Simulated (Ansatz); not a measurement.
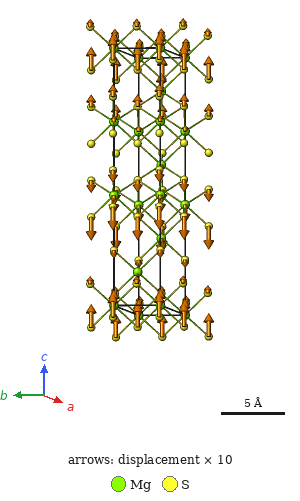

A relaxation of crystalline MgS (a generated structure, set up in P-3m1). The starting structure is drawn; orange arrows show the displacements (the part carried along by the change of the cell is left out), magnified 10 times.

Style: ball-and-stick. Shown: the cell of the calculation, from a free direction.

Case: stacking ABCACAC.

Computed with DFT PBE, scalar-relativistic, plane waves, PAW (Ansatz 0.2.0). Set-up: plane-wave cutoff 420 eV; k-point mesh 9 × 9 × 2; occupations gaussian; smearing width 0.02 eV; no spin polarisation; cell and atoms relaxed; force threshold 0.01 eV/Å; at most 45 steps.

### What happened in the run?

Over 3 accepted moves (4 points after the start) the energy falls by 48.3 meV per atom. The largest force component goes from 0.95 to 0.0067 eV/Å. Pressure: 2.77 GPa at the start and 0.01 GPa at the end. The SCF was repeated once at an unchanged geometry on a basis and grid sized afresh for the cell, which shifted the energy by less than 0.05 meV per atom at most. The largest moves relative to the cell, 0.19 Å, are those of S atoms. Largest moves by element: S 0.19 Å, Mg 0.15 Å. The volume changes by +2.5 %, with a = b 3.698 → 3.653 Å (−1.2 %), c 21.136 → 22.212 Å (+5.1 %). Among the contacts that change: Mg–S 2.615 → 2.669 Å, Mg–S 2.615 → 2.599 Å. Bond angles that change, for instance: S–Mg–S 70.5° → 75.7°, S–Mg–S 70.5° → 75.5°, Mg–S–Mg 90.0° → 86.3°. The space group stays P-3m1 (No. 164). Cost: 2.2 min on 1 thread of Arm Neoverse V1, with other jobs on the host, peak memory 0.62 GiB.
